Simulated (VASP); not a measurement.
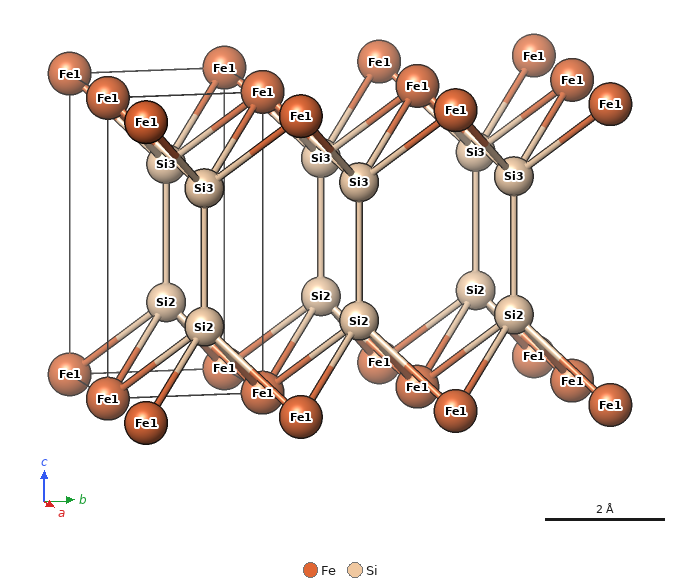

Fig. 1: The input geometry (ball-and-stick view of the cell of the calculation, repeated 2 × 3 × 1, seen slightly off an axis; atoms are numbered from 1 in the order of the input).

# Geometry relaxation, with input and output: FeSi$_{2}$ (part 1 of 3)

- system: FeSi$_{2}$ (P4/mmm, 3 atoms in the cell)
- method: Kohn-Sham DFT of a periodic cell, PBEsol, VASP PAW PBE potentials, recommended, no spin polarisation (VASP 6.6.1)

The structure derives from an entry of the Crystallography Open Database.

**OSZICAR**
```
N       E                     dE             d eps       ncg     rms          rms(c)
DAV:   1     0.731450151905E+02    0.73145E+02   -0.79516E+03  5416   0.151E+03
DAV:   2    -0.188268651423E+02   -0.91972E+02   -0.84362E+02  5420   0.262E+02
DAV:   3    -0.236123726522E+02   -0.47855E+01   -0.45712E+01  7060   0.674E+01
DAV:   4    -0.237523458319E+02   -0.13997E+00   -0.13843E+00  6860   0.103E+01
DAV:   5    -0.237567297176E+02   -0.43839E-02   -0.43722E-02  7264   0.187E+00    0.176E+01
RMM:   6    -0.261859031189E+02   -0.24292E+01   -0.30545E+01  5417   0.881E+01    0.186E+01
RMM:   7    -0.220478138400E+02    0.41381E+01   -0.94426E+00  5400   0.539E+01    0.491E+00
RMM:   8    -0.219506179924E+02    0.97196E-01   -0.54224E-01  5543   0.606E+00    0.175E+00
RMM:   9    -0.219583757481E+02   -0.77578E-02   -0.13773E-01  5451   0.487E+00    0.128E+00
RMM:  10    -0.219482980636E+02    0.10078E-01   -0.90347E-02  5630   0.416E+00    0.490E-01
RMM:  11    -0.219505693520E+02   -0.22713E-02   -0.34796E-02  6529   0.147E+00    0.289E-01
RMM:  12    -0.219501877870E+02    0.38157E-03   -0.17919E-03  5724   0.435E-01    0.190E-01
RMM:  13    -0.219499227186E+02    0.26507E-03   -0.86190E-04  5471   0.262E-01    0.665E-02
RMM:  14    -0.219499406634E+02   -0.17945E-04   -0.48595E-04  5539   0.187E-01    0.411E-02
RMM:  15    -0.219499311511E+02    0.95123E-05   -0.75950E-05  5742   0.139E-01    0.176E-02
RMM:  16    -0.219499343196E+02   -0.31685E-05   -0.30575E-05  5495   0.368E-02    0.215E-02
RMM:  17    -0.219499400355E+02   -0.57159E-05   -0.77758E-06  5982   0.249E-02    0.282E-02
RMM:  18    -0.219499405649E+02   -0.52933E-06   -0.22939E-06  5553   0.153E-02    0.330E-02
RMM:  19    -0.219499365502E+02    0.40146E-05   -0.13362E-06  5104   0.170E-02    0.278E-02
RMM:  20    -0.219499370041E+02   -0.45387E-06   -0.43041E-07  4569   0.488E-03    0.279E-02
RMM:  21    -0.219499371977E+02   -0.19359E-06   -0.41782E-08  3508   0.254E-03    0.275E-02
RMM:  22    -0.219499375062E+02   -0.30850E-06   -0.42505E-08  3504   0.285E-03    0.282E-02
RMM:  23    -0.219499362362E+02    0.12700E-05   -0.16506E-07  3534   0.585E-03    0.266E-02
RMM:  24    -0.219499332033E+02    0.30330E-05   -0.12880E-06  5594   0.119E-02    0.216E-02
RMM:  25    -0.219499298608E+02    0.33425E-05   -0.31884E-06  7404   0.206E-02    0.143E-02
RMM:  26    -0.219499277485E+02    0.21123E-05   -0.29043E-06  7163   0.210E-02    0.675E-03
RMM:  27    -0.219499273049E+02    0.44367E-06   -0.60040E-07  4899   0.990E-03    0.357E-03
RMM:  28    -0.219499271685E+02    0.13632E-06   -0.56549E-07  4829   0.766E-03    0.103E-03
RMM:  29    -0.219499271679E+02    0.65472E-09   -0.12400E-07  3410   0.334E-03
   1 F= -.21949927E+02 E0= -.21947285E+02  d E =-.219499E+02
       N       E                     dE             d eps       ncg     rms          rms(c)
DAV:   1    -0.219891399812E+02   -0.39213E-01   -0.52446E-01  6752   0.140E+01    0.179E+00
RMM:   2    -0.220719986081E+02   -0.82859E-01   -0.62096E-01  5401   0.115E+01    0.303E+00
RMM:   3    -0.219529637965E+02    0.11903E+00   -0.21003E-01  5400   0.851E+00    0.315E-01
RMM:   4    -0.219524843116E+02    0.47948E-03   -0.68133E-03  5524   0.690E-01    0.822E-02
RMM:   5    -0.219524089994E+02    0.75312E-04   -0.10090E-03  5635   0.412E-01    0.543E-02
RMM:   6    -0.219524301034E+02   -0.21104E-04   -0.31876E-04  6313   0.182E-01    0.373E-02
RMM:   7    -0.219524386716E+02   -0.85682E-05   -0.42240E-05  5913   0.709E-02    0.235E-02
RMM:   8    -0.219524332646E+02    0.54070E-05   -0.18648E-05  5722   0.474E-02    0.384E-03
RMM:   9    -0.219524339153E+02   -0.65077E-06   -0.60612E-06  5396   0.171E-02    0.325E-03
RMM:  10    -0.219524340347E+02   -0.11937E-06   -0.94559E-07  4735   0.841E-03    0.377E-03
RMM:  11    -0.219524340793E+02   -0.44613E-07   -0.52448E-07  4580   0.967E-03
   2 F= -.21952434E+02 E0= -.21949941E+02  d E =-.250691E-02
       N       E                     dE             d eps       ncg     rms          rms(c)
DAV:   1    -0.219593862271E+02   -0.69522E-02   -0.74975E-02  6792   0.532E+00    0.686E-01
RMM:   2    -0.219718567788E+02   -0.12471E-01   -0.86402E-02  5401   0.420E+00    0.117E+00
RMM:   3    -0.219540835007E+02    0.17773E-01   -0.28774E-02  5400   0.321E+00    0.953E-02
RMM:   4    -0.219540422093E+02    0.41291E-04   -0.97417E-04  5456   0.256E-01    0.283E-02
RMM:   5    -0.219540494703E+02   -0.72611E-05   -0.14376E-04  5935   0.132E-01    0.181E-02
RMM:   6    -0.219540508604E+02   -0.13900E-05   -0.35540E-05  6557   0.528E-02    0.159E-02
RMM:   7    -0.219540513190E+02   -0.45866E-06   -0.29493E-06  5680   0.142E-02    0.937E-03
RMM:   8    -0.219540511714E+02    0.14758E-06   -0.10495E-06  5418   0.127E-02    0.407E-03
RMM:   9    -0.219540510636E+02    0.10783E-06   -0.43597E-07  4425   0.941E-03    0.554E-04
RMM:  10    -0.219540510806E+02   -0.16986E-07   -0.14370E-07  3738   0.290E-03
   3 F= -.21954051E+02 E0= -.21951505E+02  d E =-.412391E-02
       N       E                     dE             d eps       ncg     rms          rms(c)
DAV:   1    -0.219548484329E+02   -0.79737E-03   -0.13610E-02  6636   0.184E+00    0.246E-01
RMM:   2    -0.219560686972E+02   -0.12203E-02   -0.90429E-03  5402   0.134E+00    0.372E-01
RMM:   3    -0.219541817803E+02    0.18869E-02   -0.33121E-03  5400   0.108E+00    0.613E-02
RMM:   4    -0.219541596266E+02    0.22154E-04   -0.16530E-04  5479   0.991E-02    0.145E-02
RMM:   5    -0.219541600916E+02   -0.46498E-06   -0.21761E-05  5910   0.580E-02    0.835E-03
RMM:   6    -0.219541600201E+02    0.71459E-07   -0.77040E-06  6046   0.299E-02    0.313E-03
RMM:   7    -0.219541600761E+02   -0.55995E-07   -0.14007E-06  5141   0.977E-03    0.767E-04
RMM:   8    -0.219541600763E+02   -0.22681E-09   -0.12826E-07  3737   0.404E-03
   4 F= -.21954160E+02 E0= -.21951594E+02  d E =-.108996E-03
       N       E                     dE             d eps       ncg     rms          rms(c)
DAV:   1    -0.219542740506E+02   -0.11397E-03   -0.15575E-03  6788   0.621E-01    0.831E-02
RMM:   2    -0.219544130897E+02   -0.13904E-03   -0.10360E-03  5402   0.455E-01    0.125E-01
RMM:   3    -0.219541992520E+02    0.21384E-03   -0.37883E-04  5400   0.365E-01    0.208E-02
RMM:   4    -0.219541973683E+02    0.18837E-05   -0.18950E-05  5485   0.338E-02    0.464E-03
RMM:   5    -0.219541974456E+02   -0.77264E-07   -0.24857E-06  5765   0.202E-02    0.287E-03
RMM:   6    -0.219541974812E+02   -0.35683E-07   -0.88558E-07  4970   0.106E-02
   5 F= -.21954197E+02 E0= -.21951638E+02  d E =-.146401E-03
       N       E                     dE             d eps       ncg     rms          rms(c)
DAV:   1    -0.219543005513E+02   -0.10311E-03   -0.26049E-03  6256   0.728E-01    0.827E-02
RMM:   2    -0.219543088600E+02   -0.83087E-05   -0.52892E-04  5400   0.353E-01    0.731E-02
RMM:   3    -0.219542279684E+02    0.80892E-04   -0.18219E-04  5400   0.243E-01    0.307E-02
RMM:   4    -0.219542194715E+02    0.84968E-05   -0.47713E-05  5457   0.783E-02    0.656E-03
RMM:   5    -0.219542200407E+02   -0.56919E-06   -0.10256E-05  5445   0.474E-02    0.701E-03
RMM:   6    -0.219542202283E+02   -0.18760E-06   -0.48043E-06  5992   0.184E-02    0.244E-03
RMM:   7    -0.219542202632E+02   -0.34818E-07   -0.59831E-07  4727   0.836E-03
   6 F= -.21954220E+02 E0= -.21951658E+02  d E =-.227819E-04
```

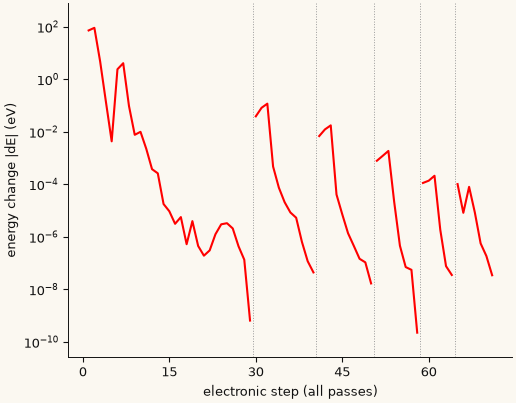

Fig. 2: Convergence of the self-consistent field: energy change |dE| against the electronic step. Each stretch between dotted lines is the SCF of one geometry step of a relaxation. The 6 ionic steps take 6 to 29 electronic steps each. The density is held fixed in the first few steps, and dE rises again when its update begins.

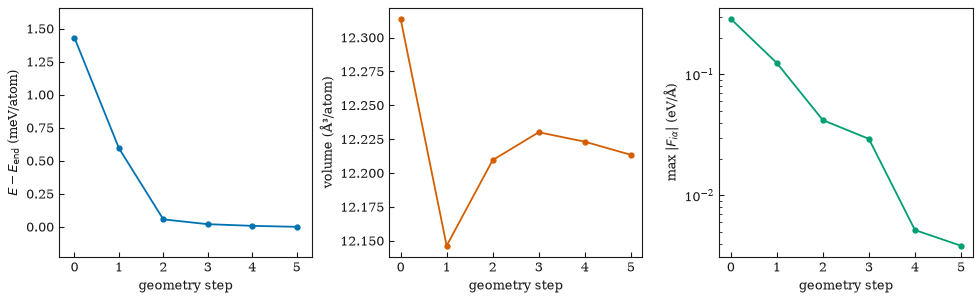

Fig. 3: Progress of the relaxation, step by step (steps are counted from 0). The largest moves relative to the cell, 0.010 Å, are those of Si2 and Si3. Fe stays in place. The volume changes by −0.8 %, with a = b 2.684 → 2.678 Å (−0.2 %), c 5.128 → 5.110 Å (−0.3 %). Among the contacts that change: Si2–Si3 2.359 → 2.330 Å. The space group stays P4/mmm (No. 123). After 5 geometry steps the energy has fallen by 1.4 meV per atom. Largest force component: 0.29 eV/Å at the start, 0.0038 eV/Å at the end. (Atoms are counted from 1 in the order of the input.)

**Parts of OUTCAR**
```
SYSTEM = FeSi2
   EDIFF = 1E-7
   EDIFFG = -0.004
   ENCUT = 600
   GGA = PS
   IBRION = 2
   ISIF = 3
   ISMEAR = 0
   LASPH = .TRUE.
   LREAL = .FALSE.
   NELM = 80
   NSW = 80
   PREC = Accurate

 ion  position               nearest neighbor table
   1  0.000  0.000  0.000-   2 2.35   3 2.35   2 2.35   3 2.35   2 2.35   3 2.35   2 2.35   3 2.35

   2  0.500  0.500  0.270-   1 2.35   1 2.35   1 2.35   1 2.35   3 2.36   3 2.77
   3  0.500  0.500  0.730-   1 2.35   1 2.35   1 2.35   1 2.35   2 2.36   2 2.77

  LATTYP: Found a simple tetragonal cell.
 ALAT       =     2.6840000000
 C/A-ratio  =     1.9105812221

  Lattice vectors:

 A1 = (   2.6840000000,   0.0000000000,   0.0000000000)
 A2 = (   0.0000000000,   2.6840000000,   0.0000000000)
 A3 = (   0.0000000000,   0.0000000000,   5.1280000000)

Analysis of symmetry for initial positions (statically):
=====================================================================
 Subroutine PRICEL returns:
 Original cell was already a primitive cell.

 Routine SETGRP: Setting up the symmetry group for a
 simple tetragonal supercell.

 Subroutine GETGRP returns: Found 16 space group operations
 (whereof 16 operations were pure point group operations)
 out of a pool of 16 trial point group operations.

The static configuration has the point symmetry D_4h.

Analysis of symmetry for dynamics (positions and initial velocities):
=====================================================================
 Subroutine PRICEL returns:
 Original cell was already a primitive cell.

 Routine SETGRP: Setting up the symmetry group for a
 simple tetragonal supercell.

 Subroutine GETGRP returns: Found 16 space group operations
 (whereof 16 operations were pure point group operations)
 out of a pool of 16 trial point group operations.

The dynamic configuration has the point symmetry D_4h.

 Subroutine INISYM returns: Found 16 space group operations
 (whereof 16 operations are pure point group operations),
 and found     1 'primitive' translations

----------------------------------------------------------------------------------------

                                     Primitive cell

  volume of cell :      36.9414

  direct lattice vectors                    reciprocal lattice vectors
     2.684000000  0.000000000  0.000000000     0.372578241  0.000000000  0.000000000
     0.000000000  2.684000000  0.000000000     0.000000000  0.372578241  0.000000000
     0.000000000  0.000000000  5.128000000     0.000000000  0.000000000  0.195007800

  length of vectors
     2.684000000  2.684000000  5.128000000     0.372578241  0.372578241  0.195007800

  position of ions in fractional coordinates (direct lattice)
     0.000000000  0.000000000  0.000000000
     0.500000000  0.500000000  0.270000000
     0.500000000  0.500000000  0.730000000

  ion indices of the primitive-cell ions
   primitive index   ion index
                 1           1
                 2           2
                 3           3

----------------------------------------------------------------------------------------

 KPOINTS: k-points

Automatic generation of k-mesh.
 Grid dimensions read from file:
 generate k-points for:   16   16    8

 Generating k-lattice:

  Cartesian coordinates                     Fractional coordinates (reciprocal lattice)
     0.023286140  0.000000000  0.000000000     0.062500000  0.000000000  0.000000000
     0.000000000  0.023286140  0.000000000     0.000000000  0.062500000  0.000000000
     0.000000000  0.000000000  0.024375975     0.000000000  0.000000000  0.125000000

  Length of vectors
     0.023286140  0.023286140  0.024375975

  Shift w.r.t. Gamma in fractional coordinates (k-lattice)
     0.000000000  0.000000000  0.000000000

 Subroutine IBZKPT returns following result:
 ===========================================

 Found    225 irreducible k-points:

 Following reciprocal coordinates:
            Coordinates               Weight
  0.000000  0.000000  0.000000      1.000000
  0.062500  0.000000  0.000000      4.000000
  0.125000  0.000000  0.000000      4.000000
  0.187500  0.000000  0.000000      4.000000
  0.250000  0.000000  0.000000      4.000000
  0.312500  0.000000  0.000000      4.000000
  0.375000  0.000000  0.000000      4.000000
  0.437500  0.000000  0.000000      4.000000
  0.500000  0.000000  0.000000      2.000000
  0.062500  0.062500  0.000000      4.000000
  0.125000  0.062500  0.000000      8.000000
  0.187500  0.062500  0.000000      8.000000
  0.250000  0.062500  0.000000      8.000000
  0.312500  0.062500  0.000000      8.000000
  0.375000  0.062500  0.000000      8.000000
  0.437500  0.062500  0.000000      8.000000
  0.500000  0.062500  0.000000      4.000000
  0.125000  0.125000  0.000000      4.000000
  0.187500  0.125000  0.000000      8.000000
  0.250000  0.125000  0.000000      8.000000
  0.312500  0.125000  0.000000      8.000000
  0.375000  0.125000  0.000000      8.000000
  0.437500  0.125000  0.000000      8.000000
  0.500000  0.125000  0.000000      4.000000
 [... further k-points ...]
```
